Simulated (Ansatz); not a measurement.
**TiSi₂: density, localisation and related maps**

The calculation's input:

```
crystal:
  lattice:
    - [1.7585247991, -6.674123944, 0.0]
    - [1.7585247991, 6.674123944, 0.0]
    - [0.0, 0.0, 3.5556151821]
  atoms:
    - { symbol: Ti, position: [0.847709032, 0.052674516, 0.75] }
    - { symbol: Ti, position: [0.152290968, 0.947325484, 0.25] }
    - { symbol: Si, position: [0.6132980495, 0.4933254113, 0.75] }
    - { symbol: Si, position: [0.3867019505, 0.5066745887, 0.25] }
    - { symbol: Si, position: [0.2427053932, 0.7432657874, 0.75] }
    - { symbol: Si, position: [0.7572946068, 0.2567342126, 0.25] }
basis:
  ecutwfc: 420
kpoints:
  mp_grid: { grid: [14, 14, 14] }
hamiltonian:
  xc: pbesol
scf:
  occupations: { method: gaussian, width: 0.15 }
output:
  forces: true
  stress: true
  eigenvalues: true
  write_density: true
  write_potential: true
  elf: true
  volumetric_format: npy
```

Command:

```sh
ansatz run input.yaml --threads 2 --pin off --max-ram 5120MiB --backend cpu --events-out ev --progress --plain --runs-dir out
```

Below, planes, directions and counts refer to the conventional cell (a = 3.52 Å, b = 3.56 Å, c = 6.90 Å, α = 90.00°, β = 104.76°, γ = 90.00°).

Space group P2₁/m; a structure from a database of computed crystals, not necessarily the ambient phase; not relaxed (largest force 1.3 eV/Å); computed without spin polarisation.

Method: DFT PBEsol, scalar-relativistic, plane waves, PAW in Ansatz.

In a PAW calculation such maps are meaningful between the atoms, not at the nuclei.

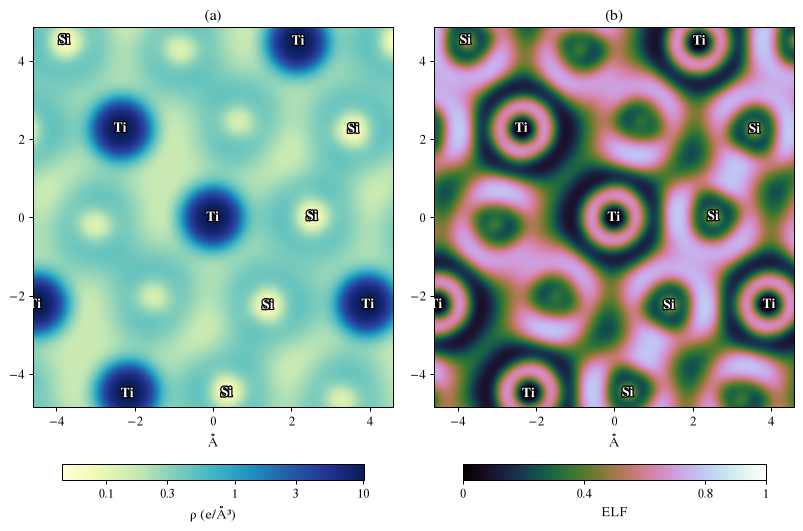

Figure 1. (a) valence pseudo-density; (b) electron localisation function on the (111) plane of the conventional cell.

**Read the bonding off the picture.**

The section cuts through Ti and Si sites.
Atoms just off the plane (Si, 0.3 Å away) can leave unmarked features too.
Ti–Si (2.55 Å): ρ is about 0.36 e/Å³ halfway; the ELF peaks at about 0.80 in the valence shell of Si, 0.9 Å from its nucleus, and is about 0.50 at the midpoint.
Si–Si (2.47 Å): the density is about 0.42 e/Å³ at the midpoint; the ELF peaks at about 0.80 between the atoms.
Si–Si (2.54 Å): ρ at the midpoint is about 0.38 e/Å³; the ELF peaks at about 0.75 between the atoms.
Ti–Si (2.66 Å): the density is about 0.29 e/Å³ at the midpoint; the ELF peaks at about 0.75 in the valence shell of Si, 0.9 Å from its nucleus, and is about 0.40 at the midpoint.
Between the atoms the lowest density in this plane is 0.16 e/Å³.
The features right at Ti lie inside the PAW spheres, where the map follows smoothed inner orbitals and isn't to be read closely.

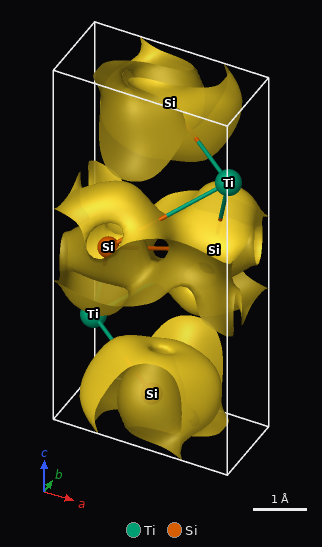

Figure 2. Isosurface of the electron localisation function at 0.6 (yellow), seen slightly off an axis. Only the valence region is drawn (cores and ρ < 0.01 e/Å³ removed). Sticks mark near contacts.

**Identify the bonds, lone pairs and shells in this picture.**

At this value the surface marks out channels that run through the cell in one direction and sheets that run through the cell in two directions, counted in one cell of 6 atoms. Regions shared between cells count once. Profiles from the grid: Si–Si (2.42 Å): the ELF peaks at about 0.70 between the atoms.

**Does the calculation make it a metal, or give it a gap?**

It is metallic or semimetallic at this level of theory: no gap opens.
